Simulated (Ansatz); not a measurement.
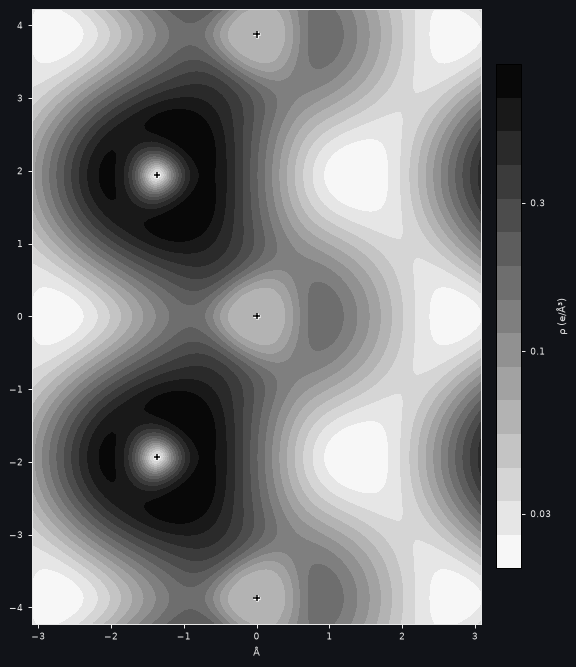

The valence pseudo-density on a plane through atoms (crosses mark nuclei in the plane).

Computed with DFT r2SCAN, scalar-relativistic, plane waves, PAW in Ansatz 0.2.0.

Candidates:
A. Au, a = 3.31 Å, b = 4.66 Å, c = 4.71 Å, α = 90.00°, β = 90.00°, γ = 90.00°. Space group Fmmm; a structure from a database of computed crystals, not necessarily the ambient phase; changed on purpose from its base cell (strain +0.0100 x Voigt [0, 0, 0, 0, 1, 0], atoms carried along); computed pressure about −5 GPa in this cell; computed without spin polarisation.
B. HfN, a = 4.47 Å, b = 4.52 Å, c = 4.56 Å, α = 90.00°, β = 90.00°, γ = 90.00°. Space group Fmmm; changed on purpose from its base cell (strain -0.0100 x Voigt [1, -1, 0, 0, 0, 0], atoms carried along); computed without spin polarisation.
C. AlP, a = 5.48 Å, b = 5.48 Å, c = 5.48 Å, α = 90.00°, β = 90.00°, γ = 90.00°. Space group F-43m.

Which system is this?

Answer. Candidate C: AlP on the (011) plane of the conventional cell, which holds Al and P. Al–P (2.37 Å): ρ is about 0.53 e/Å³ halfway.
